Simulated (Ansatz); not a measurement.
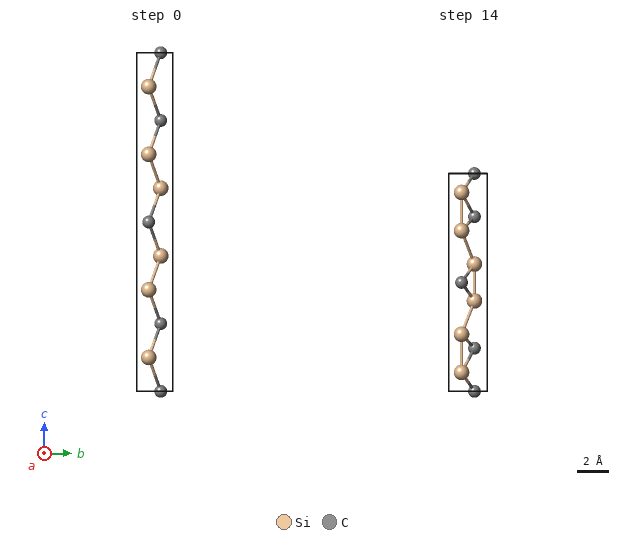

The structure of a crystal of Si₃C₂ (a generated structure, set up in P-6m2) (coarse preliminary run) before (left) and after (right) a relaxation, at one scale.

The picture is a ball-and-stick view of the cell of the calculation, seen along the a axis.

Theory: DFT PBE, scalar-relativistic, plane waves, PAW (Ansatz). (plane-wave cutoff 420 eV; k-point mesh 6 × 6 × 1; occupations gaussian; smearing width 0.1 eV; no spin polarisation; cell and atoms relaxed; force threshold 0.04 eV/Å; at most 70 steps)

Q: Summarise the run.

A: The energy falls by 1492 meV per atom in 13 accepted moves (14 points after the start). Largest force component: 1.9 eV/Å at the start, 0.017 eV/Å at the end. The pressure goes from −16.20 to 0.10 GPa. At 1 point the geometry stayed and the basis and grid were re-selected for the new cell (energy shift of 1.1 meV per atom at most each time). The largest moves relative to the cell, 0.54 Å, are those of Si atoms. By element the largest moves are Si 0.54 Å, C 0.03 Å. Cell: a = b 2.724 → 2.918 Å (+7.1 %), c 22.159 → 14.256 Å (−35.7 %). Volume −26.2 %. Near-neighbour distances that change, for instance: Si–Si 4.432 → 2.411 Å, Si–Si 4.432 → 2.477 Å, Si–Si 4.432 → 2.500 Å, C–Si 2.717 → 1.916 Å. Bond angles that change, for instance: Si–Si–Si 60.2° → 63.9°. The space group stays P-6m2 (No. 187).

Limits of the set-up: the k-point mesh is coarse for a cell with partly filled bands.
